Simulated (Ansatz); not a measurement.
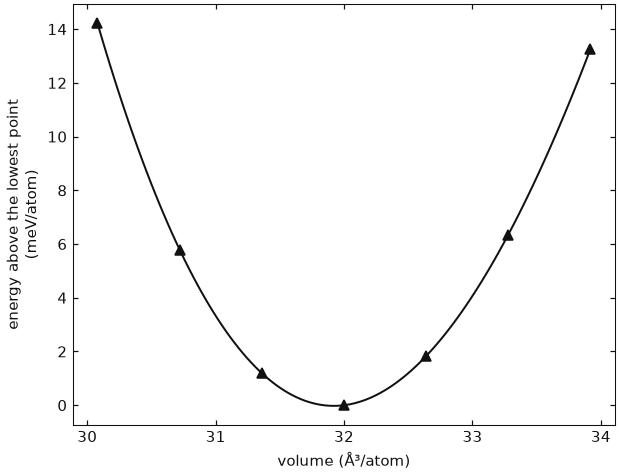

Plotted: energy above the lowest point against volume for Pb, space group Im-3m (No. 229) (one of a set of cubic test structures, which need not be the stable phase).

Calculation (Ansatz 0.2.0 development build): equation of state of a cubic crystal from periodic Kohn-Sham density functional theory without spin, third-order Birch-Murnaghan fit to the free energies; pressure corrected for the finite basis. Level: PBE, no spin-orbit coupling.

structure type bcc; atoms in cell 1; space group number 229; lattice centring body-centred primitive; k mesh 19×19×19; occupation method Fermi–Dirac; occupation width 0.06123 eV; wave cutoff 420 eV; datasets soft-1 PAW; density tolerance 1e−07 eV; bands 11; density cutoff ratio 4; search for lower states default.

From this curve and the settings, what does the calculation give for the pressure at the same points?

The pressure falls from 2.632 GPa at volume 30.08 Å³/atom to −2.009 GPa at 33.92 Å³/atom, and changes sign near 31.93 Å³/atom.

| volume (Å³/atom) | pressure (GPa) |
| --- | --- |
| 30.08 | 2.632 |
| 30.72 | 1.613 |
| 31.36 | 0.710 |
| 32.00 | −0.090 |
| 32.64 | −0.810 |
| 33.28 | −1.443 |
| 33.92 | −2.009 |

Note: cubic model structure, not the ambient form; modest k-mesh, values are not fully converged in k; no spin-orbit coupling with 6p elements.
